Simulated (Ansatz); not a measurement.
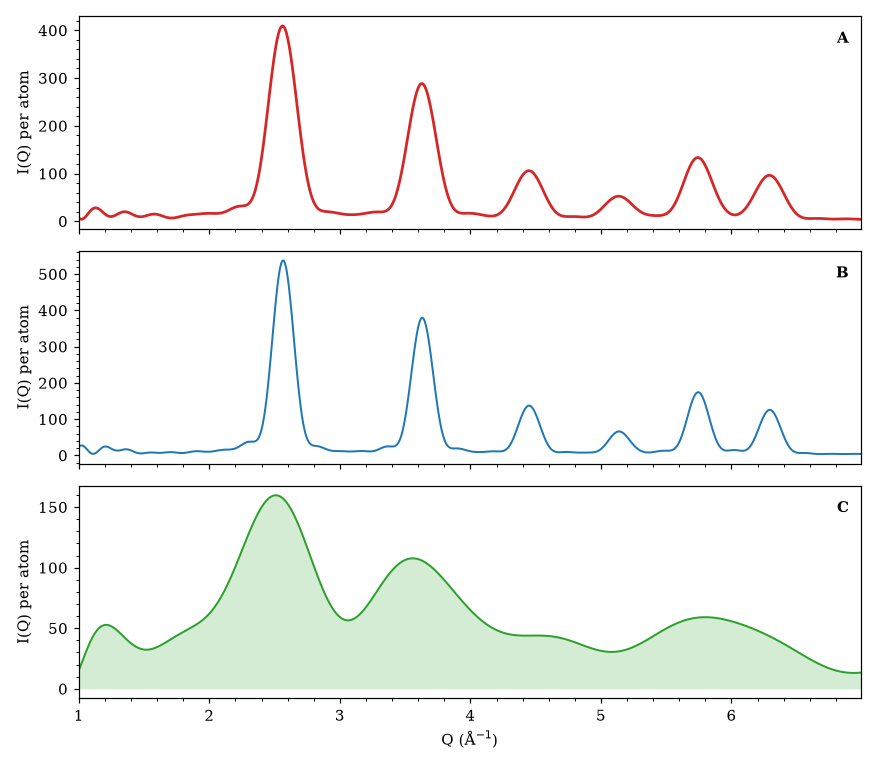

X-ray scattering of spheres cut from the crystal structure of P (Pm-3m, a = 2.444 Å, b = 2.444 Å, c = 2.444 Å, α = 90.00°, β = 90.00°, γ = 90.00°), calculated atom by atom with the Debye equation (B = 0.5 Å², no relaxation of the surface). Basis of the simulation: coordinates from a relaxation with DFT PBE, scalar-relativistic, plane waves, PAW in Ansatz 0.2.0; the starting structure was generated, so it need not be a known form of this composition.

Question: The spheres are 10, 28 and 36 Å across. Which curve is which?

Answer: curve A: 28 Å (751 atoms); curve B: 36 Å (1743 atoms); curve C: 10 Å (33 atoms). Peak widths go roughly as 2π/D, so the largest sphere has the sharpest peaks.

Question: Index the main peaks of the largest sphere.

Answer: Q ≈ 2.57 Å⁻¹: 100; Q ≈ 3.63 Å⁻¹: 110; Q ≈ 4.45 Å⁻¹: 111; Q ≈ 5.14 Å⁻¹: 200; Q ≈ 5.75 Å⁻¹: 210; Q ≈ 6.29 Å⁻¹: 211.
